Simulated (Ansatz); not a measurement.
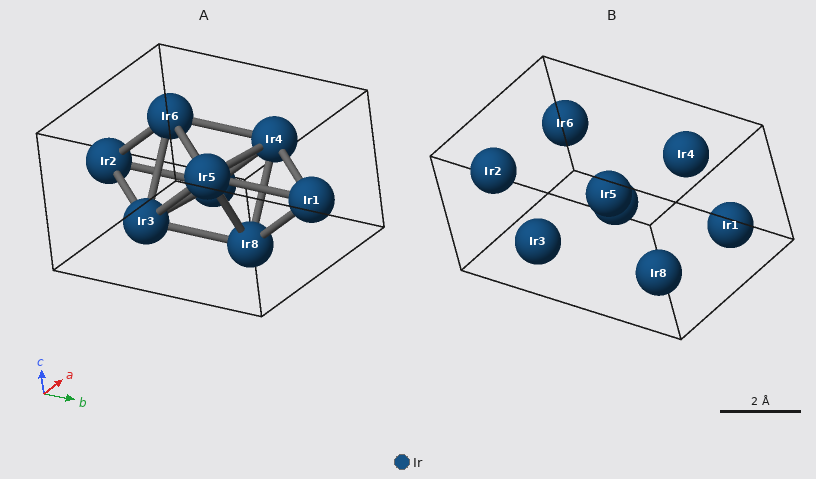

Two geometries of crystalline Ir (built on the O_12 type) (coarse preliminary run), drawn at one scale. One is the start of a relaxation, the other its converged end. A ball-and-stick model of the cell of the calculation, seen from a free direction.

Method: DFT PBE, scalar-relativistic, plane waves, PAW in Ansatz. Set-up: plane-wave cutoff 420 eV; k-point mesh 4 × 4 × 4; occupations gaussian; smearing width 0.1 eV; no spin polarisation; cell and atoms relaxed; force threshold 0.04 eV/Å; at most 70 steps.

### Which one is relaxed?

Structure A is the relaxed one. Case: O type (C2/m, No. 12). After 11 accepted moves (14 points after the start) the energy has fallen by 21897 meV per atom. Largest force component: 210 eV/Å at the start, 0.0099 eV/Å at the end. Pressure: 513.93 GPa at the start and −0.04 GPa at the end. The line search rejected the trial step at point 9 of the run. The SCF was repeated twice at an unchanged geometry on a basis and grid sized afresh for the cell, which shifted the energy by 17.3 meV per atom at most. The largest moves relative to the cell, 0.62 Å, are those of Ir atoms. The volume changes by −5.1 %, with a = b 5.832 → 5.409 Å (−7.3 %), c 4.435 → 5.021 Å (+13.2 %), α 111.2° → 105.4°, β 111.2° → 105.4°, γ 70.5° → 59.9°. Near-neighbour distances that change, for instance: Ir–Ir 1.431 → 2.538 Å, Ir–Ir 3.593 → 2.701 Å, Ir–Ir 3.452 → 2.701 Å, Ir–Ir 3.213 → 2.725 Å. New bonds form: Ir–Ir (3.45 → 2.70 Å), Ir–Ir (3.59 → 2.70 Å). Bond angles that change, for instance: Ir–Ir–Ir 84.3° → 59.9°, Ir–Ir–Ir 96.1° → 120.1°. The space group stays C2/m (No. 12). The run took roughly 2 core-minutes on a shared host.
